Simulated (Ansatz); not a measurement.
# C: single-point calculation (part 1 of 2)

System: C (slab, 16 atoms in the cell).
Method: DFT PBEsol, scalar-relativistic, plane waves, PAW, no spin polarisation (Ansatz 0.2.0).

The structure derives from an entry of the Crystallography Open Database. It belongs to a series of runs on one base structure; here: (0 0 1) slab cut from the bulk. Figures and captions count atoms from 1; the log counts them from 0 in places.

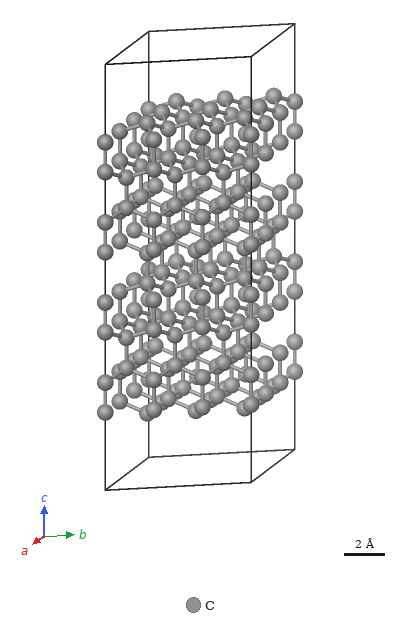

Fig. 1: The structure as given in the input (ball-and-stick view of the 3 × 3 repeat of the cell, with the vacuum cut short, seen slightly off an axis). An atom can appear more than once, as a periodic image.

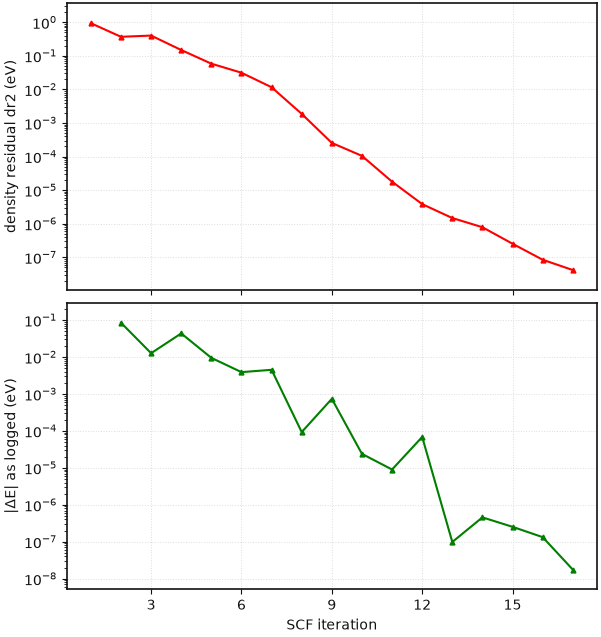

Fig. 2: Convergence of the self-consistent field: density residual dr2 and size of the energy change against the SCF iteration. The residual falls almost steadily, with no more than small rises.

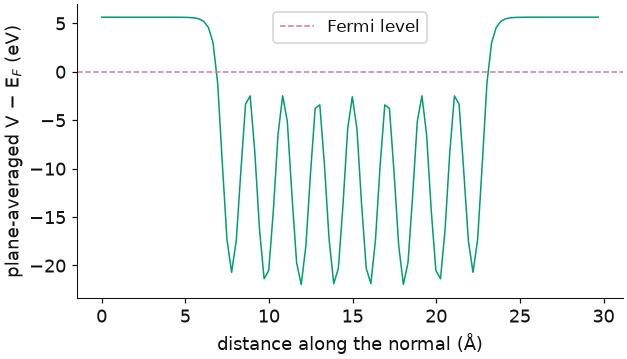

Fig. 3: Plane average of the electrostatic potential energy of an electron across the cell, from the Fermi level. The vacuum level lies 5.63 eV above the Fermi level.

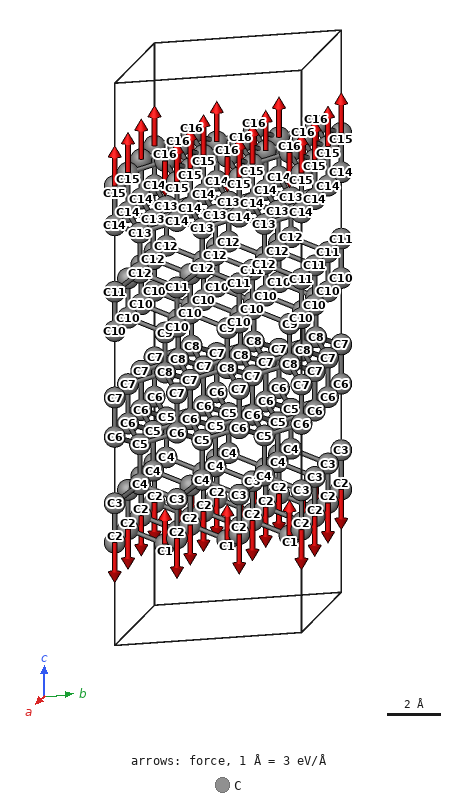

Fig. 4: Forces on the atoms as red arrows (ball-and-stick view of the 3 × 3 repeat of the cell, with the vacuum cut short, seen slightly off an axis; atoms are numbered from 1 in the order of the input); the smallest are left out. The largest act on C2, C15 (4.79 eV/Å); C1, C16 (4.24 eV/Å). The geometry is not a stationary point of this energy.

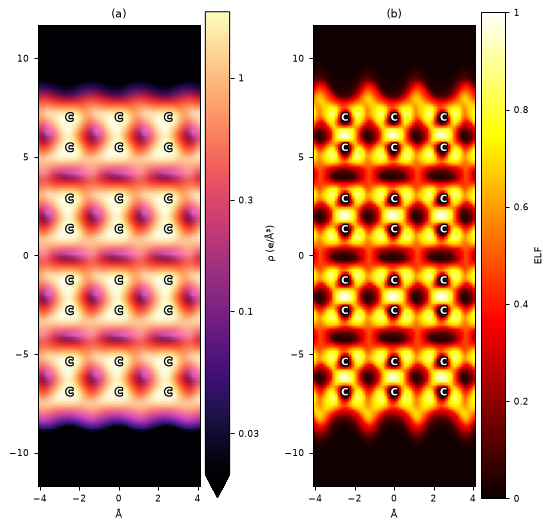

Fig. 5: (a) valence pseudo-density; (b) ELF on the (100) plane of the calculation cell, a cut from vacuum to vacuum. The section cuts through C sites. C–C (1.54 Å): ρ at the midpoint is about 1.6 e/Å³; the ELF peaks at about 0.90 between the atoms, which marks a shared electron pair. The density dies away to nearly zero in the vacuum. Core electrons are frozen (PAW), so the fields are smoothed inside the atomic spheres.

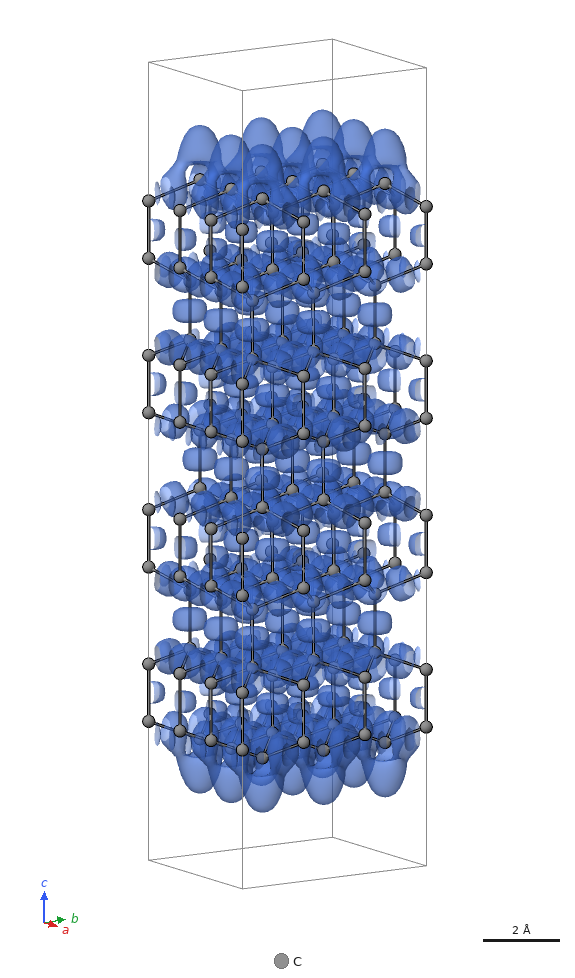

Fig. 6: Isosurface of the electron localisation function at 0.75 (blue), seen slightly off an axis. Only the valence region is drawn (cores and ρ < 0.01 e/Å³ removed). Sticks mark near contacts. Along the contacts the grid gives the following. C–C (1.54 Å): the ELF peaks at about 0.95 between the atoms, which marks a shared electron pair.

The input and output of the run follow.

Input file
```yaml
crystal:
  lattice:
    - [2.5053676374, 0.0, 0.0]
    - [-1.2526838187, 2.1697120198, 0.0]
    - [0.0, 0.0, 29.968364161]
  atoms:
    - { symbol: C, position: [0.3333333333, 0.6666666667, 0.2502639103] }
    - { symbol: C, position: [0.0, 0.0, 0.2675262902] }
    - { symbol: C, position: [0.0, 0.0, 0.3187953217] }
    - { symbol: C, position: [0.6666666667, 0.3333333333, 0.3360577017] }
    - { symbol: C, position: [0.6666666667, 0.3333333333, 0.3881567063] }
    - { symbol: C, position: [0.0, 0.0, 0.4054190862] }
    - { symbol: C, position: [0.0, 0.0, 0.4566881177] }
    - { symbol: C, position: [0.3333333333, 0.6666666667, 0.4739504977] }
    - { symbol: C, position: [0.3333333333, 0.6666666667, 0.5260495023] }
    - { symbol: C, position: [0.0, 0.0, 0.5433118823] }
    - { symbol: C, position: [0.0, 0.0, 0.5945809138] }
    - { symbol: C, position: [0.6666666667, 0.3333333333, 0.6118432937] }
    - { symbol: C, position: [0.6666666667, 0.3333333333, 0.6639422983] }
    - { symbol: C, position: [0.0, 0.0, 0.6812046783] }
    - { symbol: C, position: [0.0, 0.0, 0.7324737098] }
    - { symbol: C, position: [0.3333333333, 0.6666666667, 0.7497360897] }
basis:
  ecutwfc: 420
kpoints:
  mp_grid: { grid: [12, 12, 1] }
hamiltonian:
  xc: pbesol
scf:
  occupations: { method: gaussian, width: 0.05 }
output:
  forces: true
  stress: true
  eigenvalues: true
  write_density: true
  write_potential: true
  elf: true
  volumetric_format: npy
efield:
  axis: 3
  dipole_correction: true
  ramp_width: 0.04
```

Command:
```bash
ansatz run input.yaml --threads 2 --pin off --max-ram 5120MiB --backend cpu --events-out ev --progress --plain --runs-dir out
```

Output
```
Engine: ansatz 0.2.0, x86_64-unknown-linux-gnu
Pseudopotentials: kind: paw
Pseudopotential: C, paw, valence charge 4, recommended cutoff 420 eV (normal), C.paw.azcp
Functional definition: PBEsol
  exchange = pbesol_x
  correlation = pbesol_c
Crystal: 16 atoms, lattice volume = 162.906 Å³
Basis set: ecut = 420 eV, 3179 PW (Γ), exchange–correlation on 36×36×432 points (8 copies of the dense FFT grid, shifted against one another)
Bands: 48, of which v1, the nominal top of the filled ones, is band 32 counted from 1 (31 counted from 0)
Symmetry: 6 space group operations
k-points: 19 of 144 (time reversal used)
Non-local potential: C, projectors of the file, l = 0: 2, l = 1: 2, l = 2: 1
PAW form: soft (Blöchl's): semilocal exchange-correlation on the pseudo side does not see the compensation charge
PAW frozen core: C, regenerated for the run's functional, and the local potential with it (the file was generated under x = pbe(κ = 0.804, μ = 0.2195149727645171), c = pbe(β = 0.06672455060314922))
PAW one-centre angular grid: C, 110 points (default); XC on 64 Gauss nodes
Initial density: superposition of atomic densities (neutral atoms: chi_scale 0, normalization atom), corrected by the library's trained network
Initial wavefunctions: pseudopotential atomic-orbital guess
Functional: x = pbesol(κ = 0.804, μ = 0.12345679012345678), c = pbesol(β = 0.046)
```
